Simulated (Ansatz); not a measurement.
System: C.

Input file:

```
crystal:
  lattice:
    - [-1.1807214928, 1.1807214928, 1.1807214928]
    - [1.1807214928, -1.1807214928, 1.1807214928]
    - [1.1807214928, 1.1807214928, -1.1807214928]
  atoms:
    - { symbol: C, position: [0.0, 0.0, 0.0] }
hamiltonian:
  xc: blyp
  pseudopotentials:
    kind: paw
    azcp:
      C: "pseudopotentials/C.paw.azcp"
basis:
  ecutwfc: 420
  fft_grid_basis: typed
kpoints:
  mp_grid: { grid: [20, 20, 20], shift: [0, 0, 0] }
magnetization:
  spin_polarized: false
scf:
  occupations: { method: fermi_dirac, width: 0.1 }
  lower_state_search: "off"
output:
  stress: true
  write_density: true
  write_potential: true
  elf: true
  volumetric_format: npy
```

Below, planes, directions and counts refer to the conventional cell (a = 2.36 Å, b = 2.36 Å, c = 2.36 Å, α = 90.00°, β = 90.00°, γ = 90.00°).

Space group Im-3m; set up as C, bcc; a generated structure, not necessarily the stable one; changed on purpose from its base cell (volume × 0.88); computed pressure about 22 GPa in this cell.

The calculation used DFT, BLYP, plane waves (420 eV) with PAW, scalar-relativistic (Ansatz).

Predict the valence pseudo-density and electron localisation function between the atoms.

Answer. C–C (2.05 Å): ρ at the midpoint is about 0.53 e/Å³; the ELF peaks at about 0.80 in the valence shell of C, 0.6 Å from its nucleus, and drops to about 0.50 between the two atoms.

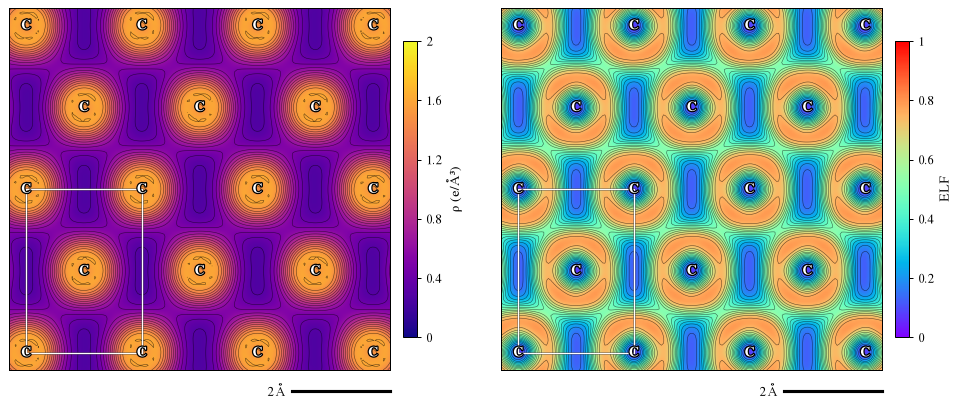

Computed valence pseudo-density and electron localisation function on the (11̄0) plane of the conventional cell, in this order. 

The density is the valence pseudo-density of a PAW calculation; it isn't the true density close to the nuclei.
